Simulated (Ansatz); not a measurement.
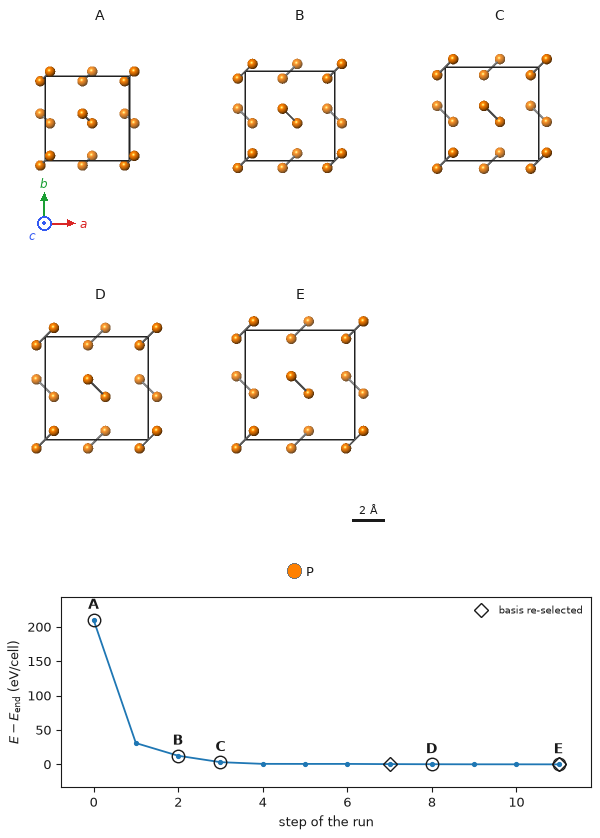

Frames of a relaxation of a crystal of P (a generated structure, set up in Pa-3) (coarse preliminary run), marked on the history of the run. The picture is a ball-and-stick view of the cell of the calculation, seen along the c axis.

Method: Ansatz 0.2.0, DFT PBE, scalar-relativistic, plane waves, PAW. Set-up: plane-wave cutoff 420 eV; k-point mesh 4 × 4 × 4; occupations gaussian; smearing width 0.1 eV; no spin polarisation; cell and atoms relaxed; force threshold 0.04 eV/Å; at most 70 steps.

> Describe the path.

After 9 accepted moves (11 points after the start) the energy has fallen by 210.222 eV per cell of the calculation. Largest force component: 120 eV/Å at the start, 0.014 eV/Å at the end. The pressure goes from 315.79 to 0.24 GPa. At 2 points the geometry stayed and the basis and grid were re-selected for the new cell (energy shift of 0.299 eV per cell of the calculation at most each time). The largest moves relative to the cell, 0.27 Å, are those of P atoms. The drawn cell changes as follows: a = b = c 5.339 → 6.938 Å (+29.9 %); the volume changes by +119.4 %. Near-neighbour distances that change, for instance: P–P 1.062 → 1.910 Å. The space group stays Pa-3 (No. 205). From step 0 to 2: P atoms move most (0.24 Å), volume +19.3 %, energy −197.689 eV per cell of the calculation. From step 2 to 3: P atoms move most (0.04 Å), volume +14.4 %, energy −9.335 eV per cell of the calculation. From step 3 to 8: volume +33.9 %, energy −3.025 eV per cell of the calculation. From step 8 to 11: P atoms move most (0.06 Å), volume +20.1 %, energy −0.173 eV per cell of the calculation.

```
step  E − E(0), meV/atom  largest force component, eV/Å  pressure, GPa  volume, Å³/atom                      note
   0                0.00                       118.7127         315.79           19.028                          
   1           -22406.22                        24.9953          97.97           19.644                          
   2           -24711.10                        12.4459          47.42           22.700                          
   3           -25877.97                         4.3830          17.02           25.967                          
   4           -26189.56                         0.4882           2.17           29.640                          
   5           -26197.40                         0.0806          -0.17           31.048                          
   6           -26197.56                         0.0021           0.02           31.254                          
   7           -26234.95                         0.0016           1.24           31.254  same geometry, new basis
   8           -26256.12                         0.0102           0.71           34.772                          
   9           -26268.32                         0.1624           0.65           39.100                          
  10           -26271.07                         0.0139           0.00           41.750                          
  11           -26277.81                         0.0141           0.24           41.750  same geometry, new basis
```
